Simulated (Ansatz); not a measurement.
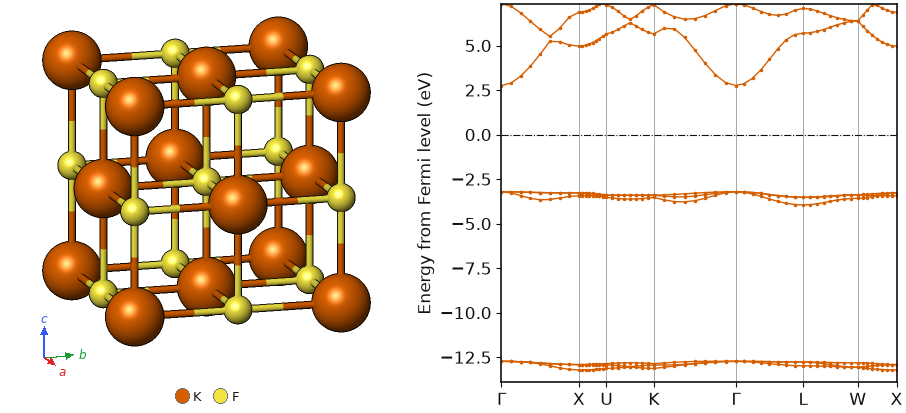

Band structure, beside the structure. Energies are counted from the Fermi level. The path runs straight from each named point to the next.

System: KF, space group Fm-3m, 2 atoms in the cell.

```xyz
2
Lattice="0.0000 2.7099 2.7099 2.7099 0.0000 2.7099 2.7099 2.7099 0.0000" Properties=species:S:1:pos:R:3 pbc="T T T"
K     0.0000    0.0000    0.0000
F     2.7099    2.7099    2.7099
```

Level of theory: DFT, PBE, all-electron PAW with datasets made for the crystal, scalar-relativistic, no spin polarisation, 16×16×16 k mesh, Fermi-Dirac smearing of 0.08 eV; code Ansatz 0.2.0.

Q: Metal, semiconductor or insulator, and what is the gap?

A: The bands leave a gap. The gap along this path is 5.96 eV and direct: both edges lie at Γ.

Q: How much do the top valence band and the lowest conduction band disperse along the path?

A: The top valence band spans 0.3 eV and the lowest conduction band 3.6 eV; the flat valence band points to heavy, poorly mobile holes.

Q: What are the direct gaps at K, U and Γ?

A: The direct gaps are 9.04 eV at K, 9.04 eV at U and 5.96 eV at Γ.
